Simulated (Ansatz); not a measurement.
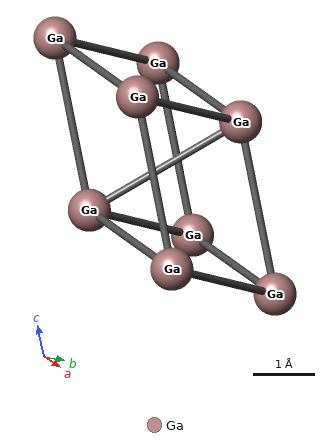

*The structure as given in the input (ball-and-stick view of the cell of the calculation, seen at an oblique angle).*

Near neighbours in the crystal (not all of them lie inside the picture): Ga has 8 Ga at 2.91 Å.

# Geometry relaxation, with input and output: Ga

Ga (Im-3m, 1 atom in the cell), computed with DFT, PBE, PAW with Ansatz's default frozen-core files, scalar-relativistic, no spin polarisation (Ansatz 0.2.0).

The structure was built on a prototype by a generator; it need not be a known phase. It belongs to a series of runs on one base structure; here: cell relaxed at zero pressure.

**Input**
```yaml
crystal:
  lattice:
    - [-1.6809877034, 1.6809877034, 1.6809877034]
    - [1.6809877034, -1.6809877034, 1.6809877034]
    - [1.6809877034, 1.6809877034, -1.6809877034]
  atoms:
    - { symbol: Ga, position: [0.0, 0.0, 0.0] }
kpoints:
  mp_grid: { grid: [21, 21, 21] }
scf:
  occupations: { method: fermi_dirac, width: 0.05 }
hamiltonian:
  xc: pbe
  pseudopotentials: { kind: paw }
output:
  forces: true
  stress: true
  write_density: true
  write_potential: true
  elf: true
  volumetric_format: npy
relax:
  f_tol: 0.005
  max_steps: 40
  cell: {}
```

Run as:
```bash
ansatz run input.yaml --threads 2 --pin off --max-ram 5120MiB --backend cpu --events-out ev --progress --plain --runs-dir out
```

**Log**
```
Engine: ansatz 0.2.0, x86_64-unknown-linux-gnu
Pseudopotentials: kind: paw
Pseudopotential: Ga, paw, valence charge 13, recommended cutoff 420 eV (normal), Ga.paw.azcp
Functional definition: PBE
  parameter kappa = 0.804
  parameter beta = 0.06672455060314922
  exchange = pbe_x(kappa = kappa, mu = beta*pi^2/3)
  correlation = pbe_c(beta = beta)
Crystal: 1 atoms, lattice volume = 19.000 Å³
Basis set: ecut = 420 eV, 369 PW (Γ), exchange–correlation on 40×40×40 points (8 copies of the dense FFT grid, shifted against one another)
Bands: 11, of which v1, the nominal top of the filled ones, is band 7 counted from 1 (6 counted from 0)
Symmetry: 48 space group operations
Space group: Im-3m (ITA 229), of the structure as read, at distance tolerance 2.7e-5 Å
k-points: 286 of 9261
Non-local potential: Ga, projectors of the file, l = 0: 2, l = 1: 2, l = 2: 3, l = 3: 1
PAW form: soft (Blöchl's): semilocal exchange-correlation on the pseudo side does not see the compensation charge
PAW one-centre angular grid: Ga, 590 points (default); XC on 64 Gauss nodes
Initial density: superposition of atomic densities (neutral atoms: chi_scale 0, normalization atom), corrected by the library's trained network
Initial wavefunctions: pseudopotential atomic-orbital guess
Functional: x = pbe(κ = 0.804, μ = 0.2195149727645171), c = pbe(β = 0.06672455060314922)
SCF iter   1: F=—  HF=-3782.985306 eV  |F-HF|=—  |Δ(HF+E_count)|=         —  Δρ=1.50e-3  dr2=1.23e-4  ethr=1.77e-3  ⟨swp⟩=5.1  Hψ=18830  notcnv=0
preconditioner: auto → none  [metal: Δε(μ)=0.011 eV  Ē_g=21.547 eV  σ=0.050 eV  W_gap=0.05  n_scr=0 (ndim 8)  ℏωp=30.7 eV  f_vac=0.000  D(μ)=0.33/eV (n_scr^D=0)]
SCF iter   2: F=—  HF=-3782.985185 eV  |F-HF|=—  |Δ(HF+E_count)|=   1.21e-4  Δρ=4.41e-4  dr2=3.09e-5  ethr=9.48e-7  ⟨swp⟩=2.0  Hψ=7051  notcnv=0
SCF iter   3: F=—  HF=-3782.985175 eV  |F-HF|=—  |Δ(HF+E_count)|=   9.90e-6  Δρ=3.56e-4  dr2=6.83e-6  ethr=2.38e-7  ⟨swp⟩=2.0  Hψ=4890  notcnv=0  defer=5
SCF iter   4: F=—  HF=-3782.985177 eV  |F-HF|=—  |Δ(HF+E_count)|=   2.01e-6  Δρ=1.18e-4  dr2=1.22e-6  ethr=5.26e-8  ⟨swp⟩=1.5  Hψ=3312  notcnv=0  defer=5
iter 5 did not close the SCF: its close was put off for the readings that it lacked (scf_convergence_deferred on its scf_iter line)
SCF iter   5: F=-3782.985176 eV  HF=-3782.985176 eV  |F-HF|=3.93e-9  |Δ(HF+E_count)|=   1.04e-6  Δρ=9.11e-6  dr2=7.98e-9  ethr=9.35e-9  ⟨swp⟩=2.0  Hψ=4835  notcnv=0  defer=5
SCF iter   6: F=-3782.985176 eV  HF=-3782.985176 eV  |F-HF|=6.52e-10  |Δ(HF+E_count)|=   3.91e-9  Δρ=2.18e-6  dr2=4.06e-10  ethr=6.14e-11  ⟨swp⟩=4.0  Hψ=14658  notcnv=0
SCF 1 converged in 6 iterations: F = -3782.985176 eV  dr2 = 4.06e-10
  greatest PAW one-centre occupation: 0.995 electrons in one spin orbital (limit 2), on the Ga atom at site 0 (counted from 0), in its partial waves of l = 2
relax step   1: F+E_penalty+E_count = -3782.98517635 eV  Δ(F+E_penalty+E_count) = +0.000e0 eV  max|allowed force component| = 0.000e0 eV/Å  Δτ_max = 0.0000 Å  P = +0.501 GPa  Ω = 19.000 Å³  (6 SCF iters, dr2 threshold 1.00e-7 eV, accepted)
Crystal: 1 atoms, lattice volume = 19.190 Å³
Initial density: handed on by an earlier stage of this run
Initial wavefunctions: those handed on with the density
iter 1 solved again at ethr=1.44e-7 eV; its pass at ethr=3.10e-3 eV (dr2=1.87e-5 eV) is discarded
SCF iter   1: F=—  HF=-3782.985423 eV  |F-HF|=—  |Δ(HF+E_count)|=         —  Δρ=2.45e-4  dr2=1.29e-5  ethr=1.44e-7  ⟨swp⟩=2.0  Hψ=24985  notcnv=0
preconditioner: auto → none  [metal: Δε(μ)=0.047 eV  Ē_g=21.488 eV  σ=0.050 eV  W_gap=0.23  n_scr=0 (ndim 8)  ℏωp=30.6 eV  f_vac=0.000  D(μ)=0.33/eV (n_scr^D=0)]
SCF iter   2: F=—  HF=-3782.985417 eV  |F-HF|=—  |Δ(HF+E_count)|=   5.79e-6  Δρ=1.26e-4  dr2=1.36e-6  ethr=9.94e-8  ⟨swp⟩=2.5  Hψ=5167  notcnv=0
SCF iter   3: F=—  HF=-3782.985416 eV  |F-HF|=—  |Δ(HF+E_count)|=   5.72e-7  Δρ=4.37e-5  dr2=2.86e-7  ethr=1.05e-8  ⟨swp⟩=2.0  Hψ=4576  notcnv=0
SCF iter   4: F=-3782.985416 eV  HF=-3782.985416 eV  |F-HF|=2.60e-9  |Δ(HF+E_count)|=   6.24e-8  Δρ=9.40e-6  dr2=5.70e-9  ethr=7.69e-10  ⟨swp⟩=7.1  Hψ=14935  notcnv=0
SCF 2 converged in 4 iterations: F = -3782.985416 eV  dr2 = 5.70e-9
relax step   2: F+E_penalty+E_count = -3782.98541635 eV  Δ(F+E_penalty+E_count) = -2.400e-4 eV  max|allowed force component| = 0.000e0 eV/Å  Δτ_max = 0.0000 Å  P = +0.004 GPa  Ω = 19.190 Å³  energy of the carried Pulay correction = -5.631e-5 eV  (4 SCF iters, dr2 threshold 1.00e-7 eV, accepted)
Initial wavefunctions: pseudopotential atomic-orbital guess (no wavefunctions were taken with the density)
iter 1 solved again at ethr=9.88e-8 eV; its pass at ethr=3.10e-3 eV (dr2=1.28e-5 eV) is discarded
SCF iter   1: F=—  HF=-3782.985475 eV  |F-HF|=—  |Δ(HF+E_count)|=         —  Δρ=8.28e-6  dr2=3.03e-9  ethr=9.88e-8  ⟨swp⟩=2.5  Hψ=25969  notcnv=0
eigensolver tolerance schedule: the retry pair's looser diagonalisation over-reported the residual by 4244.94 of it (diagonalisation noise at 0.16 of the residual, at the tolerance the schedule requests for it); recorded, not acted on — ethr = c·dr2/N_el stays at c = 1.0e-1
preconditioner: auto → none  [metal: Δε(μ)=0.047 eV  Ē_g=21.482 eV  σ=0.050 eV  W_gap=0.23  n_scr=0 (ndim 8)  ℏωp=30.6 eV  f_vac=0.000  D(μ)=0.33/eV (n_scr^D=0)]
SCF iter   2: F=—  HF=-3782.985475 eV  |F-HF|=—  |Δ(HF+E_count)|=   2.35e-7  Δρ=7.92e-6  dr2=6.28e-9  ethr=2.33e-11  ⟨swp⟩=2.0  Hψ=5060  notcnv=0
SCF iter   3: F=—  HF=-3782.985475 eV  |F-HF|=—  |Δ(HF+E_count)|=   1.03e-9  Δρ=2.15e-6  dr2=2.39e-10  ethr=2.33e-11  ⟨swp⟩=2.0  Hψ=4907  notcnv=0
SCF iter   4: F=-3782.985475 eV  HF=-3782.985475 eV  |F-HF|=1.18e-11  |Δ(HF+E_count)|=  5.36e-10  Δρ=3.27e-7  dr2=7.29e-12  ethr=1.00e-12  ⟨swp⟩=3.7  Hψ=13693  notcnv=0
SCF 3 converged in 4 iterations: F = -3782.985475 eV  dr2 = 7.29e-12
relax step   3: F+E_penalty+E_count = -3782.98547493 eV  Δ(F+E_penalty+E_count) = -5.858e-5 eV  max|allowed force component| = 0.000e0 eV/Å  Δτ_max = 0.0000 Å  P = +0.003 GPa  Ω = 19.190 Å³  stress off target by 2.94e-3 GPa  SCF on the basis re-selected at this cell (its energy is not comparable with the rows above)  (4 SCF iters)
```

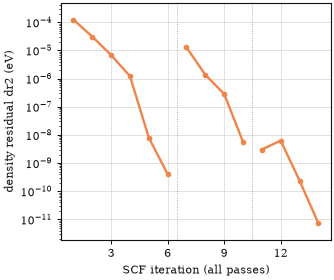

*Convergence of the self-consistent field: density residual dr2 against the SCF iteration. The dotted lines part the SCF passes of the relaxation: geometry steps, rejected trials and re-solves on a re-selected basis.*

The passes take 6, 4 and 4 iterations.

```
basis re-selected at this cell: Δ(F+E_penalty+E_count) = -5.858e-5 eV, ΔP = -0.001 GPa vs the last step (what re-selecting the basis moved, of the pressure what is left beyond the Pulay correction that the steps carried, after the strain that the cell walked since its last selection, with what the two solves' SCF thresholds leave and, on support functions, any second-order correction that the steps lacked; it is no measure of the basis error at this ecutwfc). This SCF's stress stands 2.94e-3 GPa from its target on what of the cell is left free (relax.cell.stress_tol is 5.00e-2 GPa) and its largest allowed force component is 0.00e0 eV/Å (relax.f_tol is 5.00e-3 eV/Å): within both
SCF converged after 4 iterations
Free energy (F): -3782.985475 eV
Harris-Foulkes:  -3782.985475 eV  (|F-HF|=1.18e-11)
Internal energy: -3782.982655 eV  (E = F + TS)
E sigma→0 (E₀):  -3782.984065 eV
Entropy (-TS):   -0.002820 eV (-2.820 meV/atom)
Fermi energy:    9.501888 eV
--- Per-component energies (eV) ---
  E_band       = -37.648214
  E_kinetic    = 114.422766
  E_local      = -1793.202493  (includes V_loc(G=0)·N_el)
  E_nonlocal   = 421.956003
  E_hartree    = 841.151383
  E_xc         = -69.381507
  E_vxc        = -58.090949  (∫ρ·V_xc dr)
  E_paw        = -1985.169057  (= ΣΔE_a)
  E_vpaw       = -405.036167  (= ΣTr[D̂ρ^β])
  E_aug_tail   = -0.000140  (compensation charges beyond the density's cutoff)
  E_ewald      = -1312.759609
  E_smearing   = -0.002820  (= −TS)
  E_closure    = -0.000000  (closes the sum)
  Σ components = -3782.985475   (vs F -3782.985475, Δ=0.00e0)
--- Forces (eV/Å), atoms counted from 1 ---
  atom   1  Ga     0.00000000    -0.00000000     0.00000000
  max |Σ_I F_I| component: 4.11e-31 eV/Å
--- Stress (GPa, compression-positive) ---
        0.002938      -0.000000      -0.000000
        0.000000       0.002938       0.000000
        0.000000      -0.000000       0.002938
  P = ⅓ Tr σ = 0.0029 GPa (0.029 kbar)
--- Band table (eV; the first three rows and the last of 286) ---
  k-point 0: bands = ["-5.3967", "-5.3967", "-5.3967", "-5.2169", "-5.2169", "-1.4076", "21.8675", "21.8675", "21.8675", "26.2957", "26.2957"]
  k-point 1: bands = ["-5.3985", "-5.3953", "-5.3905", "-5.2187", "-5.2169", "-1.3468", "21.2745", "21.5512", "21.7681", "25.4691", "25.5275"]
  k-point 2: bands = ["-5.4037", "-5.3919", "-5.3722", "-5.2238", "-5.2169", "-1.1639", "19.8158", "20.8322", "21.4786", "24.4718", "24.5862"]
  k-point 285: bands = ["-5.4899", "-5.4884", "-5.1342", "-5.1342", "-5.1333", "10.1571", "11.1493", "11.1493", "11.5688", "15.2630", "15.5241"]
--- Relaxed structure (2 steps of the walk, 2 accepted, 1 SCFs on fresh bases) ---
  F+E_penalty+E_count = -3782.98547493 eV   max|allowed force component| = 0.000e0 eV/Å   (the final SCF, on the basis selected at the relaxed cell)
  cell:  # Å, volume = 19.1898 Å³
    - [-1.6865655405597368, 1.6865655405597368, 1.6865655405597368]
    - [1.6865655405597368, -1.6865655405597368, 1.6865655405597368]
    - [1.6865655405597368, 1.6865655405597368, -1.6865655405597368]
  atoms:
    - { symbol: Ga, position: [0.0, 0.0, 0.0] }
```

**Trajectory as extended XYZ (Å, eV, eV/Å), 3 frames, from step=1 to step=3**
```
1
Lattice="-1.6810 1.6810 1.6810 1.6810 -1.6810 1.6810 1.6810 1.6810 -1.6810" Properties=species:S:1:pos:R:3:forces:R:3 step=1 energy=-3782.98518 pressure_GPa=0.50
Ga    0.0000    0.0000    0.0000    0.0000   0.0000   0.0000
1
Lattice="-1.6866 1.6866 1.6866 1.6866 -1.6866 1.6866 1.6866 1.6866 -1.6866" Properties=species:S:1:pos:R:3:forces:R:3 step=2 energy=-3782.98542 pressure_GPa=0.00
Ga    0.0000    0.0000    0.0000    0.0000   0.0000   0.0000
1
Lattice="-1.6866 1.6866 1.6866 1.6866 -1.6866 1.6866 1.6866 1.6866 -1.6866" Properties=species:S:1:pos:R:3:forces:R:3 step=3 energy=-3782.98547 pressure_GPa=0.00
Ga    0.0000    0.0000    0.0000    0.0000   0.0000   0.0000
```

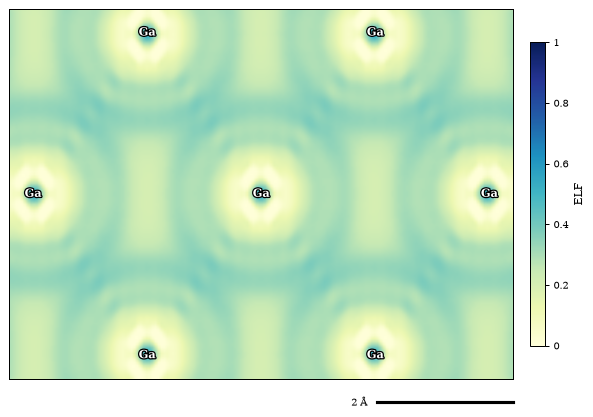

*Electron localisation function on the (101) plane of the conventional cell.*

The section cuts through Ga sites. The strong features right at Ga lie inside the PAW spheres (semicore, d or f shells) and say nothing about bonding. The fields are those of the smooth PAW valence density.

**Summary**

```tsv
quantity	value
outcome	converged
space group (tolerance 0.01 Å)	Im-3m (229)
electrons treated	13
free energy	−3782.9855 eV
Fermi energy	9.502 eV
pressure	0.00 GPa
final volume	19.19 Å³
largest force (length of the vector) at the end	under 0.001 eV/Å
final cell	a = 2.921 Å, b = 2.921 Å, c = 2.921 Å, α = 109.47°, β = 109.47°, γ = 109.47°
hardware	2 threads of Intel Xeon (Granite Rapids), 16 GiB of memory available, shared host
wall time	2.6 s (CPU time 5 s)
peak memory	0.44 GiB
```
